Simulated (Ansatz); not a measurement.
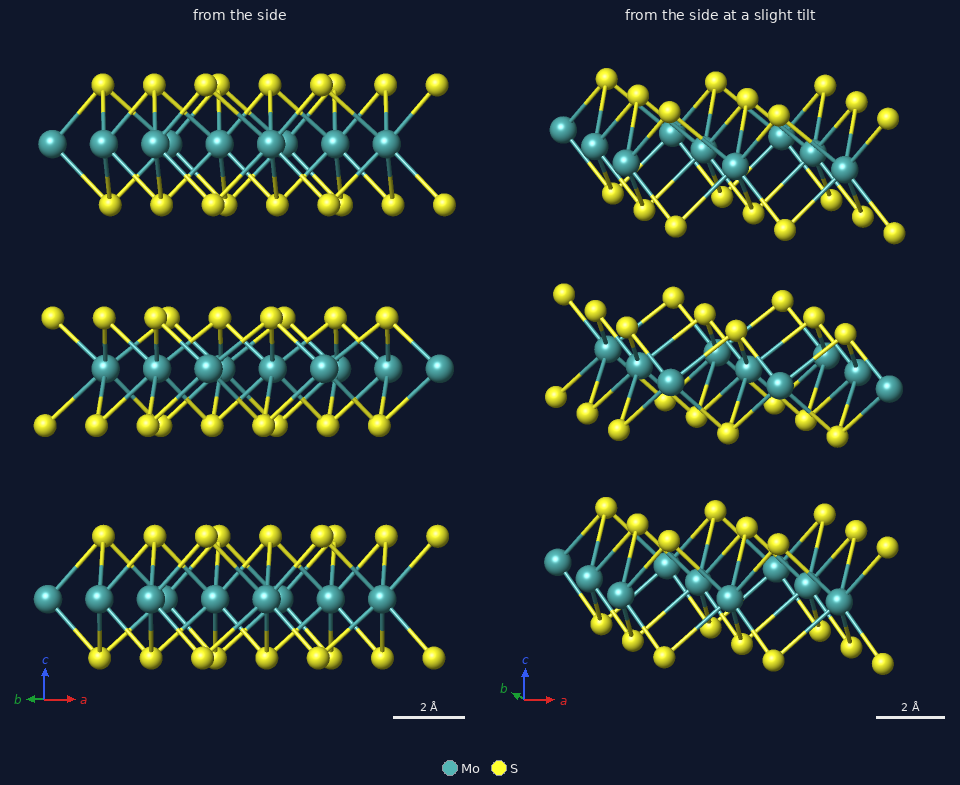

A ball-and-stick picture of a periodic slab, seen from the side and from the side at a slight tilt. The surface normal points up in side views; the vacuum is left out. 3×3 cells are drawn in the plane, with atoms at the edges repeated.

The cell holds 3 Mo, 6 S.

### With which atoms do the two faces end?

The top face ends in S, the bottom face in S. The two faces are alike.

### How far does the slab extend along the normal?

About 16 Å from the lowest to the highest atom.

### State the number of planes and their content from above.

Nine planes: S / Mo / S / S / Mo / S / S / Mo / S.

The initial geometry was a structure listed in the Materials Project. The cell was then strained or its atoms displaced on purpose. It went into a calculation with Ansatz.

At this level of theory the run's own cell isn't at rest (stretched, at -8 GPa and forces up to 3.2 eV/Å), so its distances can differ from those at equilibrium, the more so the softer the solid.
